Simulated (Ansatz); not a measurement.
**C: single-point calculation**

C (C2, 10 atoms in the cell), computed with DFT LDA, scalar-relativistic, plane waves, PAW, no spin polarisation (Ansatz 0.2.0).

The structure derives from an entry of the Crystallography Open Database. It belongs to a series of runs on one base structure; here: mode 4 (336.6 1/cm) frozen in, largest displacement +0.025 A. Figures and captions count atoms from 1; the log counts them from 0 in places.

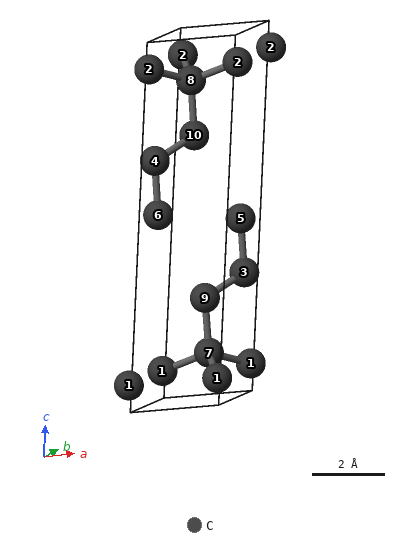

*The structure as given in the input (ball-and-stick view of the reduced cell, seen slightly off an axis; atoms are numbered from 1 in the order of the input). An atom can appear more than once, as a periodic image.*

Near neighbours in the periodic cell (some may lie outside the picture): C has 4 C at 1.52 to 1.55 Å.

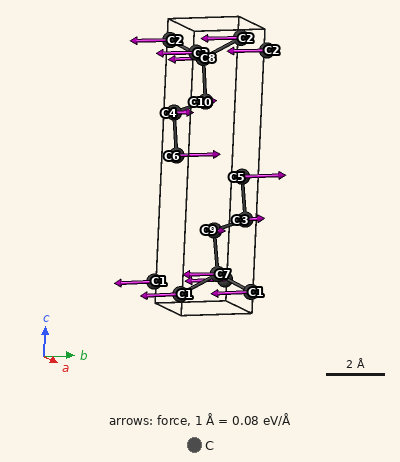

*Forces on the atoms as pink arrows (ball-and-stick view of the reduced cell, seen slightly off an axis; atoms are numbered from 1 in the order of the input).*

The largest act on C5, C6 (0.13 eV/Å); C1, C2 (0.11 eV/Å); C7, C8 (0.10 eV/Å); C3, C4 (0.06 eV/Å). The geometry is not a stationary point of this energy.

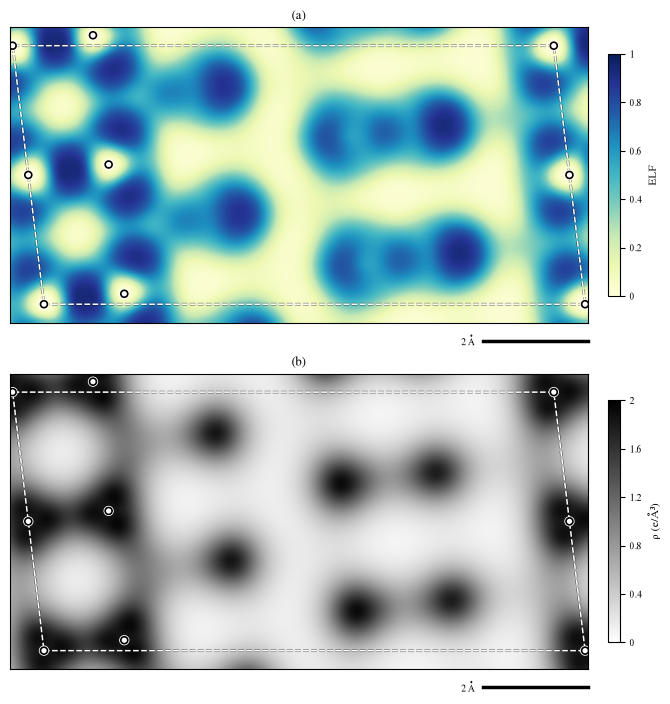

*(a) electron localisation function; (b) valence electron density on the (110) plane of the conventional cell. Circles mark the nuclei in the plane (C).*

Away from the nuclei the density in this plane falls to 0.09 e/Å³ at its lowest. Core electrons are frozen (PAW), so the fields are smoothed inside the atomic spheres.

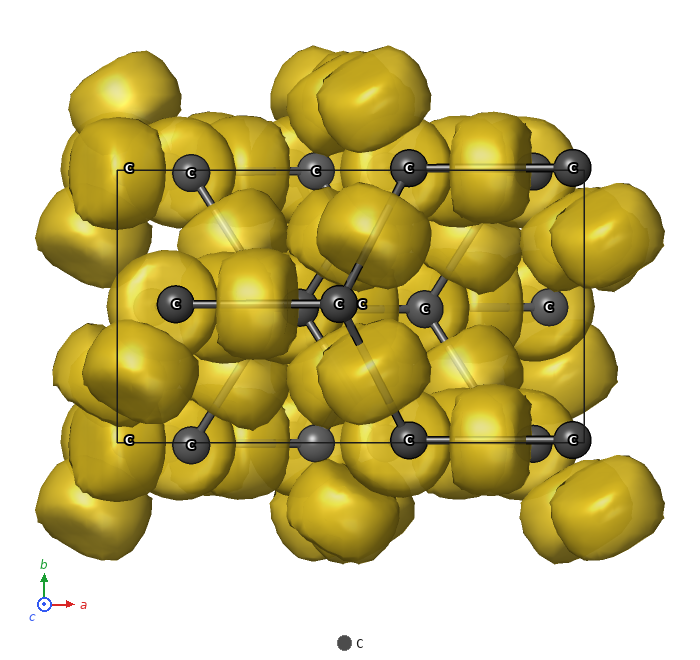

*Isosurface of the ELF at 0.7 (yellow), seen along the c axis. Only the valence region is drawn (cores and ρ < 0.01 e/Å³ removed). Sticks mark near contacts. The outline is the cell set on symmetry axes.*

The ELF exceeds this value in 40 regions between bonded C–C atoms (shared pairs), counted in one cell of 20 atoms.  Values along the shortest contacts:

These pictures come from the run below.

Input file
```yaml
crystal:
  lattice:
    - [1.2456453758, 0.719173693, 10.2538776052]
    - [-1.2456453758, 0.719173693, 10.2538776052]
    - [0.0, -1.4383473861, 10.2538776052]
  atoms:
    - { symbol: C, position: [0.0155985211, 0.0340385839, 0.0248185525] }
    - { symbol: C, position: [0.9659614161, 0.9844014789, 0.9751814475] }
    - { symbol: C, position: [0.1132431815, 0.1041481181, 0.1086956498] }
    - { symbol: C, position: [0.8958518819, 0.8867568185, 0.8913043502] }
    - { symbol: C, position: [0.168400622, 0.1483307044, 0.1583656632] }
    - { symbol: C, position: [0.8516692956, 0.831599378, 0.8416343368] }
    - { symbol: C, position: [0.3667970833, 0.3829320705, 0.3748645769] }
    - { symbol: C, position: [0.6170679295, 0.6332029167, 0.6251354231] }
    - { symbol: C, position: [0.4280269033, 0.4226168345, 0.4253218689] }
    - { symbol: C, position: [0.5773831655, 0.5719730967, 0.5746781311] }
basis:
  ecutwfc: 420
kpoints:
  mp_grid: { grid: [12, 12, 12] }
hamiltonian:
  xc: lda
scf:
  occupations: { method: gaussian, width: 0.05 }
output:
  forces: true
  stress: true
  eigenvalues: true
  write_density: true
  write_potential: true
  elf: true
  volumetric_format: npy
```

Launched with:
```bash
ansatz run input.yaml --threads 2 --pin off --max-ram 5120MiB --backend cpu --events-out ev --progress --plain --runs-dir out
```

What the program printed
```
basis.fft_grid_basis auto: the FFT boxes are laid along the combinations [[1, -1, 0], [0, 1, 0], [0, -1, 1]] of the cell's own vectors, 2.491, 10.354 and 2.491 Å long. The dense box has 18×72×18 points. Along the cell's own vectors, as sized, it would have 72×72×72, 16.00 times as many. Of the 2 symmetry operations that the crystal satisfies within crystal.symmetry.tolerance (time reversal apart; of a slab, those that keep its plane) the dense box along the cell's own vectors carries 2, and the one as laid loses 1 of those. basis.fft_grid_basis: typed keeps the cell's own vectors: state it where this run's energies or levels are differenced outside the engine with another run's, or held beside a run that keeps those vectors. Those combinations have planes normal to reciprocal vector 3, as the cell's own vectors have. Each planar average written beside output.write_density, output.write_potential has a row for each plane of the box: 18. The volumetric files lie along those combinations, not along the cell's own vectors: a cube or XSF file states them, and fields.json those of NumPy files.
Engine: ansatz 0.2.0, x86_64-unknown-linux-gnu
Pseudopotentials: kind: paw
Pseudopotential: C, paw, valence charge 4, recommended cutoff 420 eV (normal), C.paw.azcp
Functional definition: SPW92
  exchange = slater_x
  correlation = pw_c
Crystal: 10 atoms, lattice volume = 55.115 Å³
Basis set: ecut = 420 eV, 1031 PW (Γ), FFT grids on a1−a2, a2, −a2+a3
Bands: 30, of which v1, the nominal top of the filled ones, is band 20 counted from 1 (19 counted from 0)
Symmetry: 2 space group operations
Space group: C2 (ITA 5), of the structure as read, at distance tolerance 3.8e-5 Å
k-points: 476 of 1728 (time reversal used)
Non-local potential: C, projectors of the file, l = 0: 2, l = 1: 2, l = 2: 1
PAW form: soft (Blöchl's): semilocal exchange-correlation on the pseudo side does not see the compensation charge
PAW frozen core: C, regenerated for the run's functional, and the local potential with it (the file was generated under x = pbe(κ = 0.804, μ = 0.2195149727645171), c = pbe(β = 0.06672455060314922))
PAW one-centre angular grid: C, 110 points (default); XC on 64 Gauss nodes
Initial density: superposition of atomic densities (neutral atoms: chi_scale 0, normalization atom), corrected by the library's trained network
Initial wavefunctions: pseudopotential atomic-orbital guess
Functional: x = slater, c = lda
SCF iter   1: F=—  HF=-2429.852000 eV  |F-HF|=—  |Δ(HF+E_count)|=         —  Δρ=7.98e-3  dr2=1.85e-2  ethr=1.77e-3  ⟨swp⟩=6.1  Hψ=68127  notcnv=0  defer=195
preconditioner: auto → none  [insulator: Δε(μ)=4.529 eV  Ē_g=17.226 eV  σ=0.050 eV  W_gap=1.00  n_scr=8 (ndim 8)  ℏωp=31.6 eV  f_vac=0.000  D(μ)=0.00/eV (n_scr^D=0)  ε∞_Penn≈4.4]
SCF iter   2: F=—  HF=-2429.846789 eV  |F-HF|=—  |Δ(HF+E_count)|=   5.21e-3  Δρ=3.72e-3  dr2=3.11e-3  ethr=4.64e-5  ⟨swp⟩=1.8  Hψ=24581  notcnv=0  defer=736
SCF iter   3: F=—  HF=-2429.845899 eV  |F-HF|=—  |Δ(HF+E_count)|=   8.91e-4  Δρ=6.46e-4  dr2=2.83e-4  ethr=7.78e-6  ⟨swp⟩=2.2  Hψ=20685  notcnv=0  defer=736
SCF iter   4: F=—  HF=-2429.845813 eV  |F-HF|=—  |Δ(HF+E_count)|=   8.57e-5  Δρ=9.16e-5  dr2=1.59e-6  ethr=7.08e-7  ⟨swp⟩=2.0  Hψ=18441  notcnv=0  defer=736
SCF iter   5: F=—  HF=-2429.845813 eV  |F-HF|=—  |Δ(HF+E_count)|=   5.16e-7  Δρ=1.46e-5  dr2=3.85e-8  ethr=3.97e-9  ⟨swp⟩=2.1  Hψ=21907  notcnv=0  defer=736
SCF iter   6: F=-2429.845813 eV  HF=-2429.845813 eV  |F-HF|=1.67e-10  |Δ(HF+E_count)|=   1.48e-9  Δρ=3.37e-6  dr2=1.83e-9  ethr=9.63e-11  ⟨swp⟩=11.2  Hψ=88323  notcnv=0
SCF 1 converged in 6 iterations: F = -2429.845813 eV  dr2 = 1.83e-9
  greatest PAW one-centre occupation: 0.642 electrons in one spin orbital (limit 2), on the C atom at site 3 (counted from 0), in its partial waves of l = 0
SCF converged after 6 iterations
Free energy (F): -2429.845813 eV
Harris-Foulkes:  -2429.845813 eV  (|F-HF|=1.67e-10)
Internal energy: -2429.845813 eV  (E = F + TS)
E sigma→0 (E₀):  -2429.845813 eV
Fermi energy:    15.964021 eV
--- Per-component energies (eV) ---
  E_band       = 179.788453
  E_kinetic    = 932.123909
  E_local      = -613.368617  (includes V_loc(G=0)·N_el)
  E_nonlocal   = 278.931626
  E_hartree    = 131.786249
  E_xc         = -486.044733
  E_vxc        = -605.146000  (∫ρ·V_xc dr)
  E_paw        = -918.470455  (= ΣΔE_a)
  E_vpaw       = -76.325071  (= ΣTr[D̂ρ^β])
  E_aug_tail   = 0.000096  (compensation charges beyond the density's cutoff)
  E_ewald      = -1755.432212
  E_core_change = 0.628325  (= ΣΔE_core)
  E_smearing   = -0.000000  (= −TS)
  E_closure    = 0.000000  (closes the sum)
  Σ components = -2429.845813   (vs F -2429.845813, Δ=0.00e0)
--- Forces (eV/Å), atoms counted from 1 ---
  atom   1  C      0.11490109     0.00082337    -0.00137827
  atom   2  C      0.11490109    -0.00082337     0.00137827
  atom   3  C     -0.05672916     0.00151741     0.00211183
  atom   4  C     -0.05672916    -0.00151741    -0.00211183
  atom   5  C     -0.12518511     0.00022587     0.00054393
  atom   6  C     -0.12518511    -0.00022587    -0.00054393
  atom   7  C      0.10081393    -0.00140892     0.00133017
  atom   8  C      0.10081393     0.00140892    -0.00133017
  atom   9  C     -0.03380037    -0.00190832    -0.00276641
  atom  10  C     -0.03380037     0.00190832     0.00276641
  max |Σ_I F_I| component: 7.83e-7 eV/Å
--- Stress (GPa, compression-positive) ---
       -0.031674      -0.000000      -0.000000
       -0.000000       0.007487       0.011770
       -0.000000       0.011770       0.020345
  P = ⅓ Tr σ = -0.0013 GPa (-0.013 kbar)
--- Band table (eV; the first three rows and the last of 476) ---
  k-point 0: bands = ["-8.1419", "-7.0670", "-6.9930", "-3.8291", "-3.8081", "1.9230", "1.9500", "8.5497", "8.5876", "10.8898", "10.8901", "10.9248", "10.9249", "12.2715", "12.2719", "12.3693", "12.3724", "13.5028", "13.6947", "13.6964", "19.0686", "19.0687", "19.2102", "20.5150", "20.5151", "20.9775", "20.9792", "21.2842", "21.6201", "22.3289"]
  k-point 1: bands = ["-7.9663", "-6.9276", "-6.7847", "-3.7656", "-3.5419", "1.9235", "2.2469", "8.4291", "8.8016", "9.9743", "10.1530", "10.4861", "10.5693", "11.3424", "11.7576", "11.9240", "12.1089", "12.9526", "13.2347", "13.4206", "19.2053", "19.4730", "19.5209", "20.3329", "20.9343", "21.0223", "21.4080", "21.6737", "22.0370", "22.2945"]
  k-point 2: bands = ["-7.4411", "-6.4634", "-6.2096", "-3.3813", "-2.9424", "2.2061", "2.8281", "7.8653", "8.2045", "8.3626", "9.0144", "9.4159", "9.6221", "9.7396", "10.1944", "11.1502", "11.2452", "11.4115", "12.5582", "12.7411", "19.0683", "19.5887", "20.1779", "20.4115", "20.9371", "21.6903", "22.1553", "22.5166", "22.5539", "22.8919"]
  k-point 475: bands = ["-7.8793", "-7.8465", "-5.6938", "-5.6284", "-2.2242", "-0.1193", "5.0871", "5.1577", "10.7118", "10.7125", "11.4288", "11.4292", "11.5120", "11.5133", "11.8038", "11.8217", "13.2120", "13.2122", "13.2625", "13.2631", "19.5604", "19.5605", "19.6712", "19.6716", "20.1408", "20.1975", "21.5043", "21.5054", "22.0647", "22.1284"]
```

Key numbers

```csv
quantity,value
outcome,converged
space group (tolerance 0.01 Å),C2 (5)
electrons treated,40
free energy,−2429.8458 eV
Fermi energy,15.964 eV
gap on the k-point mesh,4.54 eV
pressure,0.00 GPa
largest force (length of the vector),0.125 eV/Å
hardware,"2 threads of Intel Xeon @ 2.50GHz (Skylake/Cascade Lake), 189 GiB of memory available, shared host"
wall time,88 s (CPU time 2.9 min)
peak memory,0.83 GiB
```
